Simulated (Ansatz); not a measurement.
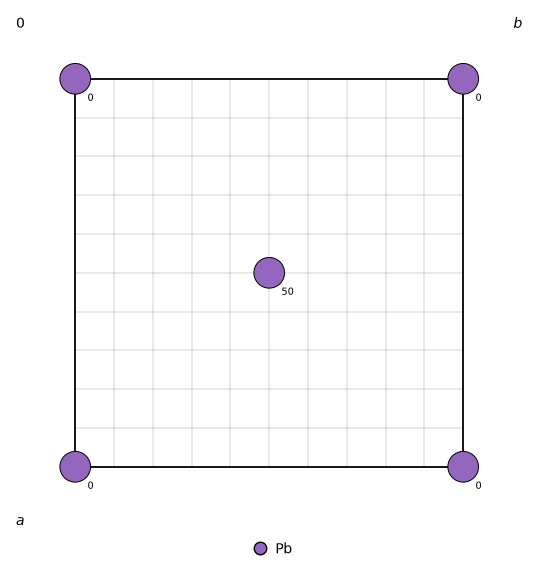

Plan of a unit cell projected along c (a down the page, b across); the numbers are heights in hundredths of c, and atoms on the cell's edges are repeated. The grid marks tenths of a and b. Source: coordinates from a relaxation with Ansatz, DFT, BLYP, plane waves (420 eV) with PAW, scalar-relativistic; the starting structure was generated, so it need not be a known form of this composition. Geometry calculated from the standardised cell; symmetry tolerance 0.002 Å.

a = 4.113 Å, b = 4.113 Å, c = 4.113 Å, α = 90.00°, β = 90.00°, γ = 90.00°.

### What does the cell contain?

2 Pb: Pb, Z = 2.

### Which space group?

Im-3m (No. 229), body-centred cubic.

### Give the fractional coordinates of all atoms, to two places.

```csv
atom,x,y,z
Pb,0.00,0.00,0.00
Pb,0.50,0.50,0.50
```
